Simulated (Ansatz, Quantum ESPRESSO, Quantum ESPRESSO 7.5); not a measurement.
# Evanescent states of GaN, zinc blende type, lattice constant set to 4.615 Å

Wanted: the complex band structure of GaN, zinc blende type, lattice constant set to 4.615 Å, as for a tunnel barrier.

Main program and level: Quantum ESPRESSO 7.5; plane-wave DFT, LDA, GBRV ultrasoft pseudopotentials (cross-check by Ansatz 0.2.0 with PAW datasets).

## 1. The structure

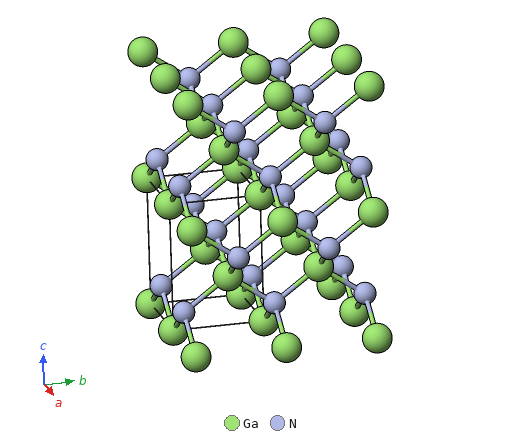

The starting structure, seen from the side, with the c axis up (gallium green, nitrogen light blue). 2×2×2 cells are drawn. Some periodic images of atoms are drawn too.

## 2. Self-consistent run

pwcond needs a cell whose third axis lies along the current and stands perpendicular to the other two.

File scf.in:

```
&control
  prefix = 'scf'
  outdir = './out'
  pseudo_dir = './pseudo'
  calculation = 'scf'
  tprnfor = .true.
/
&system
  ibrav = 0
  nat = 4
  ntyp = 2
  ecutwfc = 40
  ecutrho = 200
  occupations = 'fixed'
  nbnd = 28
/
&electrons
  conv_thr = 1e-09
  mixing_beta = 0.6
  electron_maxstep = 120
/
ATOMIC_SPECIES
  Ga  69.7230  ga_lda_v1.4.uspp.F.UPF
  N   14.0070  n_lda_v1.2.uspp.F.UPF
CELL_PARAMETERS angstrom
  3.26329779517592 0.00000000000000 0.00000000000000
  0.00000000000000 3.26329779517592 0.00000000000000
  0.00000000000000 0.00000000000000 4.61500000000000
ATOMIC_POSITIONS crystal
  Ga  0.000000000000 0.000000000000 0.000000000000
  N   0.500000000000 0.000000000000 0.250000000000
  Ga  0.500000000000 0.500000000000 0.500000000000
  N   0.000000000000 0.500000000000 0.750000000000
K_POINTS automatic
  8 8 6 0 0 0
```

On the command line:

```
$ OMP_NUM_THREADS=1 mpirun -n 2 pw.x -nk 2 -in scf.in > scf.out
```

Log:

```text
Program PWSCF v.7.5 starts
[citation notice left out]

     Parallel version (MPI & OpenMP), running on       2 processor cores
     Number of MPI processes:                 2
     Threads/MPI process:                     1

     MPI processes distributed on     1 nodes
[...]
Current dimensions of program PWSCF are:
     Max number of different atomic species (ntypx) = 10
     Max number of k-points (npk) =  40000
     Max angular momentum in pseudopotentials (lmaxx) =  4
     Found identity + ( -0.5000 -0.5000 -0.5000) symmetry
     This is a supercell, fractional translations are disabled
     Message from routine setup:
     using ibrav=0 with symmetry is DISCOURAGED, use correct ibrav instead

     K-points division:     npool     =       2
     Subspace diagonalization in iterative solution of the eigenvalue problem:
     a serial algorithm will be used

     G-vector sticks info
     --------------------
     sticks:   dense  smooth     PW     G-vecs:    dense   smooth      PW
     Sum         593     489    145                15735    11427    1963

     Using Slab Decomposition

     bravais-lattice index     =            0
     lattice parameter (alat)  =       6.1667  a.u.
     unit-cell volume          =     331.6513 (a.u.)^3
     number of atoms/cell      =            4
     number of atomic types    =            2
     number of electrons       =        48.00
     number of Kohn-Sham states=           28
     kinetic-energy cutoff     =      40.0000  Ry
     charge density cutoff     =     200.0000  Ry
     scf convergence threshold =      1.0E-09
     mixing beta               =       0.6000
     number of iterations used =            8  plain     mixing
     Exchange-correlation= SLA  PZ   NOGX NOGC
                           (   1   1   0   0   0   0   0)

     celldm(1)=   6.166739  celldm(2)=   0.000000  celldm(3)=   0.000000
     celldm(4)=   0.000000  celldm(5)=   0.000000  celldm(6)=   0.000000

     crystal axes: (cart. coord. in units of alat)
               a(1) = (   1.000000   0.000000   0.000000 )
               a(2) = (   0.000000   1.000000   0.000000 )
               a(3) = (   0.000000   0.000000   1.414214 )

     reciprocal axes: (cart. coord. in units 2 pi/alat)
               b(1) = (  1.000000  0.000000  0.000000 )
               b(2) = (  0.000000  1.000000  0.000000 )
               b(3) = (  0.000000  0.000000  0.707107 )

     PseudoPot. # 1 for Ga read from file:
     ./pseudo/ga_lda_v1.4.uspp.F.UPF
     Pseudo is Ultrasoft + core correction, Zval = 19.0
     Generated by new atomic code, or converted to UPF format
     Using radial grid of  871 points,  6 beta functions with:
                l(1) =   0
                l(2) =   0
                l(3) =   1
                l(4) =   1
                l(5) =   2
                l(6) =   2
     Q(r) pseudized with  8 coefficients,  rinner =    1.250   1.250   1.250
                                                       1.250   1.250

     PseudoPot. # 2 for N  read from file:
     ./pseudo/n_lda_v1.2.uspp.F.UPF
     Pseudo is Ultrasoft + core correction, Zval =  5.0
     Generated by new atomic code, or converted to UPF format
     Using radial grid of  729 points,  4 beta functions with:
                l(1) =   0
                l(2) =   0
                l(3) =   1
                l(4) =   1
     Q(r) pseudized with  8 coefficients,  rinner =    0.900   0.900   0.900

     atomic species   valence    mass     pseudopotential
     Ga               19.00    69.72300     Ga( 1.00)
     N                 5.00    14.00700     N ( 1.00)

      8 Sym. Ops. (no inversion) found

   Cartesian axes

     site n.     atom                  positions (alat units)
         1        Ga     tau(   1) = (   0.0000000   0.0000000   0.0000000  )
         2        N      tau(   2) = (   0.5000000   0.0000000   0.3535534  )
         3        Ga     tau(   3) = (   0.5000000   0.5000000   0.7071068  )
         4        N      tau(   4) = (   0.0000000   0.5000000   1.0606602  )

     number of k points=    60
                       cart. coord. in units 2pi/alat
        k(    1) = (   0.0000000   0.0000000   0.0000000), wk =   0.0052083
        k(    2) = (   0.0000000   0.0000000   0.1178511), wk =   0.0104167
        k(    3) = (   0.0000000   0.0000000   0.2357023), wk =   0.0104167
        k(    4) = (   0.0000000   0.0000000  -0.3535534), wk =   0.0052083
        k(    5) = (   0.0000000   0.1250000   0.0000000), wk =   0.0208333
        k(    6) = (   0.0000000   0.1250000   0.1178511), wk =   0.0416667
        k(    7) = (   0.0000000   0.1250000   0.2357023), wk =   0.0416667
        k(    8) = (   0.0000000   0.1250000  -0.3535534), wk =   0.0208333
        k(    9) = (   0.0000000   0.2500000   0.0000000), wk =   0.0208333
        k(   10) = (   0.0000000   0.2500000   0.1178511), wk =   0.0416667
[...]
k(   60) = (  -0.5000000  -0.5000000  -0.3535534), wk =   0.0052083

     Dense  grid:    15735 G-vectors     FFT dimensions: (  27,  27,  40)

     Smooth grid:    11427 G-vectors     FFT dimensions: (  25,  25,  36)

     Estimated max dynamical RAM per process >      54.09 MB

     Estimated total dynamical RAM >     104.34 MB

     Check: negative core charge=   -0.000002

     Initial potential from superposition of free atoms

     starting charge      46.0000, renormalised to      48.0000
     Starting wfcs are   32 randomized atomic wfcs

     total cpu time spent up to now is        1.3 secs

     per-process dynamical memory:    36.6 Mb

     Self-consistent Calculation

     iteration #  1     ecut=    40.00 Ry     beta= 0.60
     Davidson diagonalization with overlap
     ethr =  1.00E-02,  avg # of iterations =  2.4

     total cpu time spent up to now is        2.3 secs

     total energy              =    -864.78479314 Ry
     estimated scf accuracy    <      10.41503661 Ry

     iteration #  2     ecut=    40.00 Ry     beta= 0.60
[...]
total energy              =    -869.49967636 Ry
     estimated scf accuracy    <       6.42619575 Ry

     iteration #  3     ecut=    40.00 Ry     beta= 0.60
[...]
total energy              =    -870.40455045 Ry
     estimated scf accuracy    <       0.29892037 Ry

     iteration #  4     ecut=    40.00 Ry     beta= 0.60
[...]
total energy              =    -870.39009906 Ry
     estimated scf accuracy    <       0.06137903 Ry

     iteration #  5     ecut=    40.00 Ry     beta= 0.60
[...]
total energy              =    -870.40716873 Ry
     estimated scf accuracy    <       0.00233745 Ry

     iteration #  6     ecut=    40.00 Ry     beta= 0.60
[...]
total energy              =    -870.40776348 Ry
     estimated scf accuracy    <       0.00022776 Ry

     iteration #  7     ecut=    40.00 Ry     beta= 0.60
[...]
total energy              =    -870.40781621 Ry
     estimated scf accuracy    <       0.00001085 Ry

     iteration #  8     ecut=    40.00 Ry     beta= 0.60
[...]
total energy              =    -870.40781830 Ry
     estimated scf accuracy    <       0.00000088 Ry

     iteration #  9     ecut=    40.00 Ry     beta= 0.60
[...]
total energy              =    -870.40781852 Ry
     estimated scf accuracy    <          1.0E-08 Ry

     iteration # 10     ecut=    40.00 Ry     beta= 0.60
[...]
End of self-consistent calculation

          k = 0.0000 0.0000 0.0000 (  1449 PWs)   bands (ev):

   -83.0063 -83.0058 -83.0058 -83.0054 -83.0054 -83.0054  -5.8762  -5.1538
    -4.1054  -4.1054  -4.1054  -4.0273  -3.8600  -3.8600  -3.8469  -3.8469
    -3.7833  -1.9711   3.4064   6.8502   6.8502   9.3458   9.3459   9.3459
    10.6277  12.5820  15.3866  19.0260

          k = 0.0000 0.0000 0.1179 (  1417 PWs)   bands (ev):

   -83.0061 -83.0053 -83.0053 -83.0052 -83.0052 -83.0049  -5.7878  -5.1643
    -4.0905  -4.0905  -4.0719  -4.0158  -3.8782  -3.8782  -3.8527  -3.8426
    -3.7875  -2.2791   3.8113   6.9903   6.9903   8.4479   9.1387   9.1387
    11.5495  12.8197  15.4617  18.4152

          k = 0.0000 0.0000 0.2357 (  1410 PWs)   bands (ev):

   -83.0059 -83.0055 -83.0055 -83.0049 -83.0049 -83.0047  -5.5681  -5.2127
    -4.0488  -4.0488  -3.9859  -3.9657  -3.9266  -3.9266  -3.8356  -3.8309
    -3.7992  -2.9305   4.7681   7.1797   7.3870   7.3870   8.6134   8.6134
    12.7911  13.3853  15.6339  17.1861

          k = 0.0000 0.0000-0.3536 (  1426 PWs)   bands (ev):

   -83.0058 -83.0058 -83.0052 -83.0052 -83.0052 -83.0052  -5.3426  -5.3426
    -3.9894  -3.9894  -3.9894  -3.9894  -3.9510  -3.9509  -3.8151  -3.8150
    -3.5273  -3.5273   5.9370   5.9370   7.9693   7.9693   7.9693   7.9693
    13.5806  13.5807  16.0923  16.0923

          k = 0.0000 0.1250 0.0000 (  1427 PWs)   bands (ev):

   -83.0061 -83.0056 -83.0054 -83.0053 -83.0052 -83.0050  -5.7780  -5.1516
    -4.0956  -4.0901  -4.0582  -4.0158  -3.8804  -3.8697  -3.8511  -3.8445
    -3.7924  -1.9110   3.4950   6.2497   6.9790   8.2429   9.1019   9.3031
    11.5769  13.1352  15.7942  18.4873

          k = 0.0000 0.1250 0.1179 (  1422 PWs)   bands (ev):

   -83.0059 -83.0055 -83.0054 -83.0053 -83.0053 -83.0049  -5.7005  -5.1625
    -4.0857  -4.0832  -4.0061  -4.0046  -3.8963  -3.8899  -3.8503  -3.8458
    -3.7927  -2.1931   3.8013   6.4789   7.1119   7.5586   9.1156   9.1825
    11.9885  13.3522  15.8350  18.1842

[...]
highest occupied, lowest unoccupied level (ev):     9.3459   10.6277

!    total energy              =    -870.40781852 Ry
     estimated scf accuracy    <          9.0E-10 Ry

     The total energy is the sum of the following terms:
     one-electron contribution =    -692.11862388 Ry
     hartree contribution      =     368.70697151 Ry
     xc contribution           =    -106.19680225 Ry
     ewald contribution        =    -440.79936390 Ry

     convergence has been achieved in  10 iterations

     Forces acting on atoms (cartesian axes, Ry/au):

     atom    1 type  1   force =     0.00000000    0.00000000    0.00000000
     atom    2 type  2   force =     0.00000000    0.00000000   -0.00000136
     atom    3 type  1   force =     0.00000000    0.00000000    0.00000000
     atom    4 type  2   force =     0.00000000    0.00000000    0.00000136

     Total force =     0.000002     Total SCF correction =     0.000006
     SCF correction compared to forces is large: reduce conv_thr to get better values

[...]
=------------------------------------------------------------------------------=
   JOB DONE.
=------------------------------------------------------------------------------=
```

It took 12 s on 2 MPI ranks of AMD EPYC 7B13 (Zen 3), shared host; peak memory 0.2 GiB; 24 s of CPU time.

Read from the output:

* free energy: -11842.5017 eV
* valence top, on the run's zero: 9.346 eV
* conduction bottom, on the run's zero: 10.63 eV
* gap by band count: 1.282 eV

The program's own clock; routines nest. Time by routine:

```tsv
routine	wall time (s)	calls
PWSCF	11.64	1
electrons	10.21	1
c_bands	8.66	10
cegterg	7.8	300
h_psi	5.23	1134
vloc_psi	4.36	1134
fftw	4.28	55138
sum_band	1.31	10
init_run	1.13	1
cdiaghg	0.71	1104
calbec	0.63	1554
h_psi:calbec	0.44	1134
wfcinit	0.43	1
hinit0	0.43	1
```

The run needed 10 iterations to bring the estimated error under 1e-09 Ry.

[end of part 1 of 4]

[Logs are printed without paths, hosts, clocks, repeated set-up lines and the standing remarks that a program may print on its own settings, such as how far it seeks lower states.]

[Hosts, paths, dates, database ids (printed as entryN), source tags and the programs' standing remarks are cut or masked in the printed files.]

[Maps of the electrostatic potential energy from Ansatz leave out the sawtooth potential of an applied field or a dipole correction, so their vacuum need not be flat; planar profiles and work functions include it.]
